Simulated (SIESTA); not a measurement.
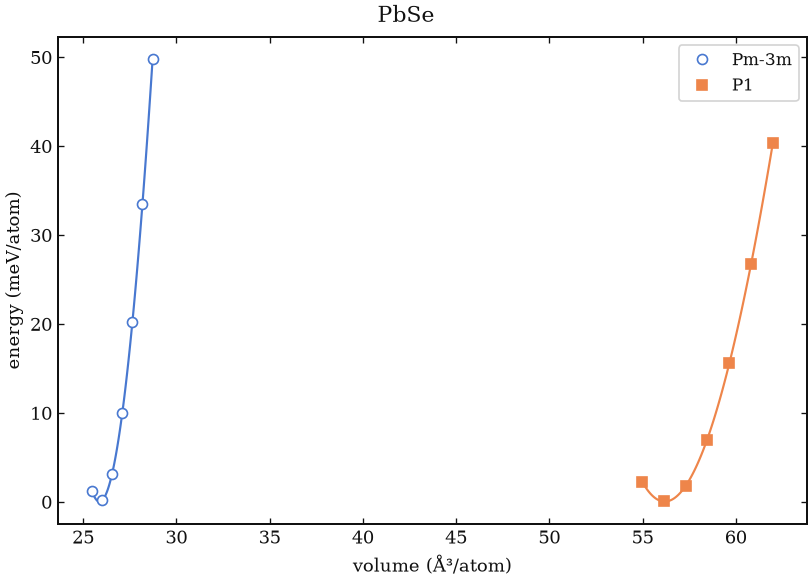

Plotted: energy against volume, with one curve for each structure, for PbSe. Each energy curve has its own zero, so the curves don't rank the structures.

Method: DFT in numerical atomic orbitals with pseudopotentials, no spin polarisation; energies at scaled volumes of the given cell, shape and fractions fixed, counted from the fit's minimum, third-order Birch-Murnaghan fit (SIESTA 5.4.2). Level: PBEsol.

| setting | value |
| --- | --- |
| occupations | Fermi–Dirac |
| smearing width | 0.05 eV |
| potentials | PseudoDojo 0.4 standard, converted to PSML, two zetas on semicore shells |

Settings that differ: Pm-3m: k mesh 7×7×7; P1: k mesh 6×6×3.

Q: Order the curves by fitted equilibrium volume, smallest first.

A: Pm-3m 25.878, P1 56.191 Å³/atom.

Q: Order the curves by fitted bulk modulus, smallest first.

A: P1 26.3, Pm-3m 59.3 GPa.

Caveats: mulliken charges of long orbitals; spin-orbit coupling left out, heavy elements.

The computed values:

Pm-3m:
```tsv
volume (Å³/atom)	energy (meV/atom)
25.47	1.18
26.01	0.22
26.56	3.07
27.10	9.97
27.64	20.22
28.18	33.53
28.72	49.75
```

P1:
```tsv
volume (Å³/atom)	energy (meV/atom)
54.97	2.27
56.14	0.04
57.31	1.77
58.48	6.96
59.65	15.57
60.82	26.71
61.99	40.34
```
